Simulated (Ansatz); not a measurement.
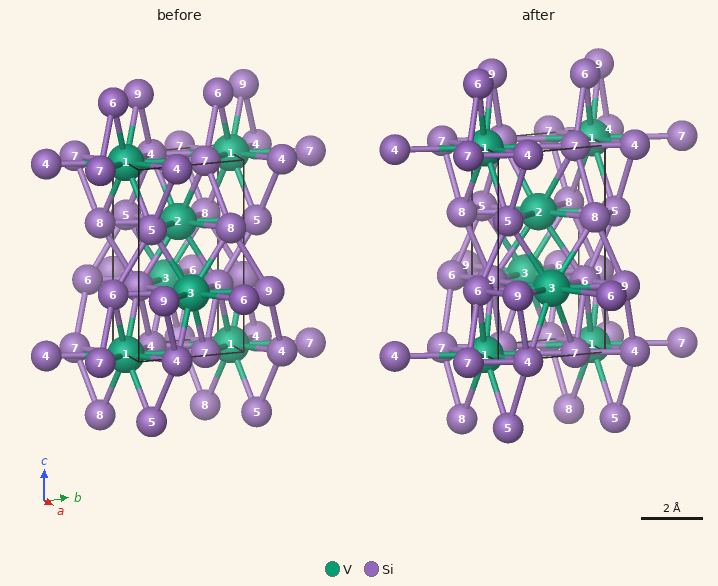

Left: solid VSi₂ (set up in P6_422) in its unrelaxed database cell. Right: the same structure after one change, at the same scale. Style: ball-and-stick. Shown: the cell of the calculation, slightly off an axis.

The calculation used DFT PBE, scalar-relativistic, plane waves, PAW (Ansatz 0.2.0). Settings: plane-wave cutoff 420 eV; k-point mesh 9 × 9 × 6; occupations gaussian; smearing width 0.1 eV; no spin polarisation.

Question: What distinguishes the right structure from the left one?

Answer: The cell is strained by +7.7 % along c and +1.7 % across it (volume +11.5 %) and the Si atoms are displaced by 0.31 Å relative to the cell: Si8 0.31 Å along [−1 1 0]. No relaxation follows.

Question: How do the computed properties respond?

Answer: It costs 762 meV per atom. Pressure: −0.7 GPa before, 3.8 GPa after. The principal stresses (compression positive) are −17.4 GPa along c and 14.4 GPa across it. The largest forces, 8.6 eV/Å, act on 6 atoms; on Si4 it points along [1 2 0]. The forces point straight back along the displacements (cosine −1.00). Both are metals. Among the bonded contacts that change: Si–Si 2.576 → 1.997 Å, Si–V 2.672 → 3.030 Å, Si–V 2.510 → 2.761 Å, Si–V 2.624 → 2.531 Å. New contacts form: Si4–Si7 (2.58 → 2.00 Å), Si5–Si8 (2.58 → 2.00 Å), Si6–Si9 (2.58 → 2.00 Å). The space group stays P6_422 (No. 181).
